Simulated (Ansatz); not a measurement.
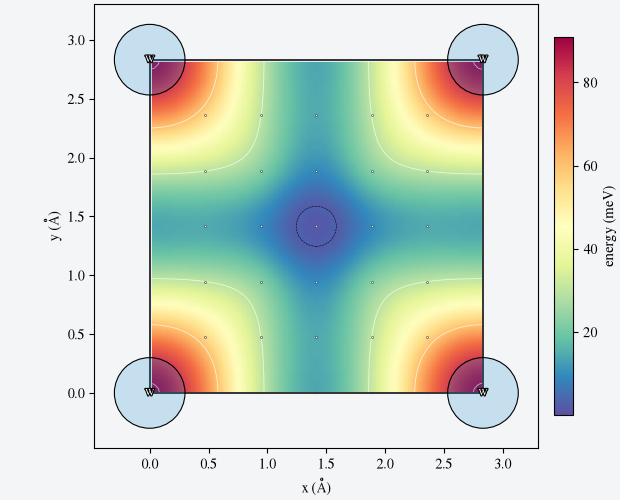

Si on a W(100) slab cut from the Fm-3m phase, its upper half relaxed before the scan (12 atoms of substrate and one adsorbate in a 2 × 2 cell). Si is moved over the surface cell at a fixed height above a rigid substrate; the origin of the map has the adsorbate above W9; the height is held at 2.50 Å. Places are given modulo a cell vector. The map is drawn in real space over the plane of the surface. The scan uses a 6 × 6 grid; 10 points were computed and 26 follow by symmetry. Places are given in fractions of the 1 × 1 surface cell. Energies are in meV, from the lowest grid point. The runs have no spin polarisation, so an open-shell adsorbate far from the surface lies too high. At a fixed height the lowest place need not be the adsorption site. Level of theory: Ansatz 0.2.0, DFT PBE+D3(BJ), scalar-relativistic, plane waves, PAW. Settings: cutoff 420 eV, k-mesh 5×5×1, gaussian smearing 0.1 eV, no spin polarisation.

Drawn: a smooth colour map with a few white contour lines, dots at the grid points, labelled circles for the atoms of the top layer and small ones for the second layer, the outline of one cell of the plane. Between grid points the surface is interpolated.

The lowest grid point is at a fourfold hollow over a second-layer W atom, (3/6, 3/6) of the cell vectors. The highest grid point, the top site over a surface W atom, (0/6, 0/6) of the cell vectors, lies 91 meV above the lowest. On the interpolated surface the easiest way out of the lowest well to its copy in the next cell or period passes a barrier of about 15 meV. At the lowest point the adsorbate has 4 W at 3.20 Å as nearest neighbours, at the highest 1 W at 2.50 Å.

The scan is repeated with another setting: the height is held at 2.80 Å; all else is set up alike.

Question: How does the landscape change?

Answer: The minimum (interpolated where it lies between grid points) moves from a fourfold hollow over a second-layer W atom, (3/6, 3/6) of the cell vectors to the top site over a surface W atom, (0/6, 0/6) of the cell vectors. The highest place moves from the top site over a surface W atom, (0/6, 0/6) of the cell vectors to a fourfold hollow over a second-layer W atom, (3/6, 3/6) of the cell vectors. The span from the lowest to the highest grid point grows from 91 to 145 meV. The easiest pass out of the lowest well goes from about 15 to about 93 meV on the interpolated surfaces. In the new map: at the lowest point the adsorbate has 1 W at 2.80 Å as nearest neighbours, at the highest 4 W at 3.44 Å.

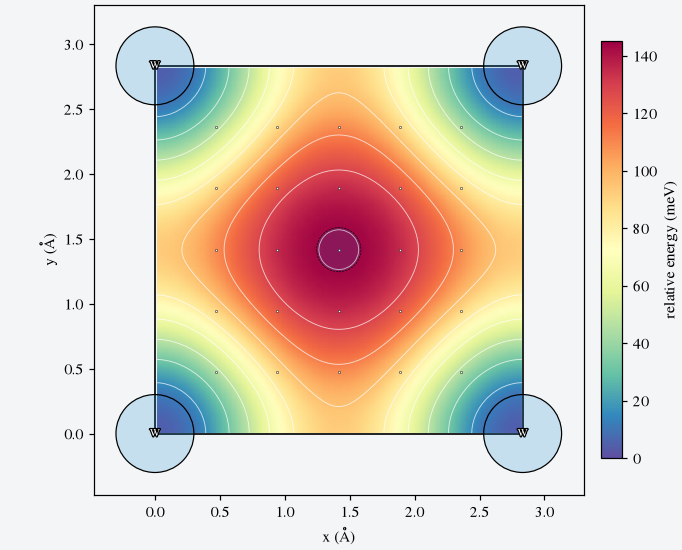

The map after the change, on a colour scale of its own. The picture shows a smooth colour map with a few white contour lines, dots at the grid points, labelled circles for the atoms of the top layer and small ones for the second layer, the outline of one cell of the plane. Between grid points the surface is interpolated.

PAW datasets: the set soft_1.
